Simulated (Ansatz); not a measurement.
A series of calculations on Si₃₁C₃₂

## 1. Relaxation

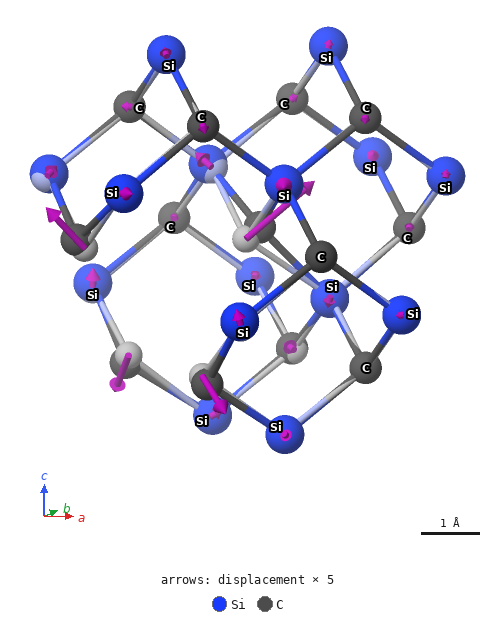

A relaxation of a defect cell of composition Si₃₁C₃₂ (cell charge +2). The starting structure is drawn faded, the final one solid; purple arrows show the displacements, 5 times their true length.

Style: ball-and-stick. Shown: the atoms within 4.2 Å of the atom that moves most (axes of the cell of the calculation (origin shifted)), slightly off an axis.

All numbers below come from DFT, PBEsol, PAW, plane waves in Ansatz. Settings: plane-wave cutoff 420 eV; k-point mesh 1 × 1 × 1; mesh shifted by (0.25, 0.25, 0.25); no spin polarisation; atoms relaxed in a fixed cell; force threshold 0.03 eV/Å; at most 80 steps.

Atoms of which element are displaced furthest, and by how much?

Carbon: up to 0.33 Å, against 0.09 Å for silicon.

What did the optimiser do to the structure, and how much energy did it gain?

A C atom moves most: 0.33 Å along [1 1 1]. By element the largest moves are C 0.33 Å, Si 0.09 Å. The cell stays as it was. Near-neighbour distances that change, for instance: C–Si 1.960 → 1.874 Å, C–Si 1.807 → 1.885 Å, C–Si 1.926 → 1.854 Å, C–Si 1.853 → 1.903 Å. Among the angles between lasting bonds that change: C–Si–C 111.9° → 98.2°, C–Si–C 111.4° → 98.0°, C–Si–C 109.9° → 98.1°. The energy falls by 2.030 eV per cell of the calculation in 5 geometry steps. The largest force component goes from 2.1 to 0.025 eV/Å.

Limits of the set-up: the cell is charged, on a uniform background, and energies carry no finite-size correction.

## 2. Relaxation

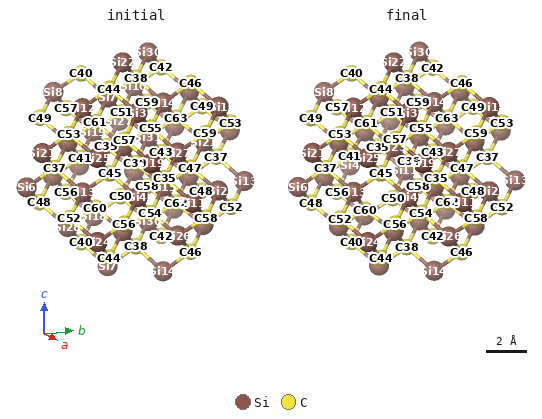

The structure of a defect cell of composition Si31C32 (cell charge −1) before (left) and after (right) a relaxation, at one scale.

The picture is a ball-and-stick view of the atoms within 5.8 Å of the atom that moves most (axes of the cell of the calculation (origin shifted)), seen slightly off an axis.

Method: Ansatz, DFT, PBEsol, PAW, plane waves. (plane-wave cutoff 420 eV; k-point mesh 1 × 1 × 1; mesh shifted by (0.25, 0.25, 0.25); collinear spin; atoms relaxed in a fixed cell; force threshold 0.03 eV/Å; at most 80 steps)

Q: What changed between the two?

A: The atom that moves furthest is a C atom (0.20 Å along [1 1 1]). By element the largest moves are C 0.20 Å, Si 0.07 Å. The cell stays as it was. Near-neighbour distances that change, for instance: C–Si 1.926 → 1.831 Å, C–Si 1.807 → 1.887 Å, C–Si 1.958 → 1.887 Å, C–Si 1.907 → 1.837 Å. Bond angles that change, for instance: C–Si–C 111.9° → 104.0°, Si–C–Si 105.8° → 113.5°, C–Si–C 111.4° → 104.0°. The energy falls by 1.644 eV per cell of the calculation in 4 geometry steps. The largest force component goes from 1.8 to 0.019 eV/Å.

Limits of the set-up: the cell is charged, on a uniform background, and energies carry no finite-size correction.

## 3. Defect

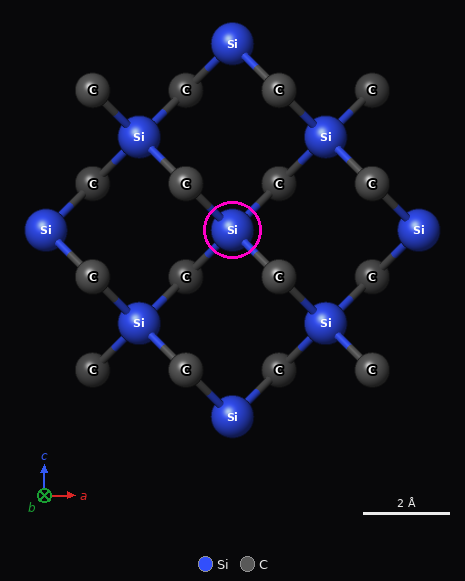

Perfect SiC. A ball-and-stick model of the atoms within 5.4 Å of one point, in a slice 3.4 Å thick across the line of sight, seen along the b axis.

Level of theory: DFT, PBEsol, PAW, plane waves in Ansatz. Settings: plane-wave cutoff 420 eV; k-point mesh 1 × 1 × 1; mesh shifted by (0.25, 0.25, 0.25); no spin polarisation. Fermi-Dirac smearing of 0.01 eV. A uniform background neutralises the charged cell. The axes drawn are those of the host's conventional cell.

A silicon atom is taken out (a vacancy) at the ringed place, in charge state +2. The supercell has 64 sites, and the atoms are relaxed at the host's cell.

### How do the neighbours respond?

Around the empty Si site the host had 4 C at 1.89 Å; after relaxation the nearest atoms are 4 C at 2.09 to 2.18 Å. Of the host's atoms, a carbon atom moves furthest from its site, by 0.29 Å.

The relaxed defect, seen from the same direction:

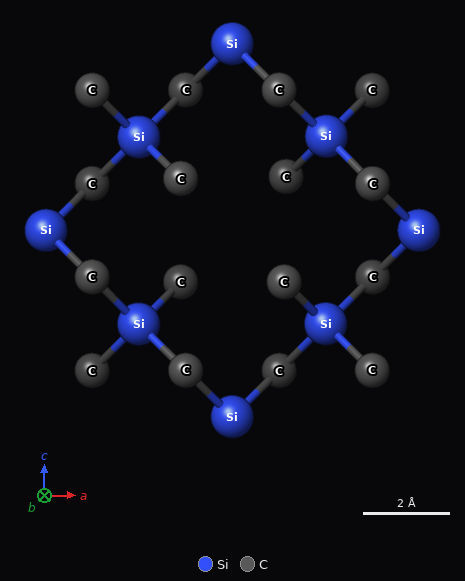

Limits of the set-up: the cell is charged, on a uniform background, and energies carry no finite-size correction.
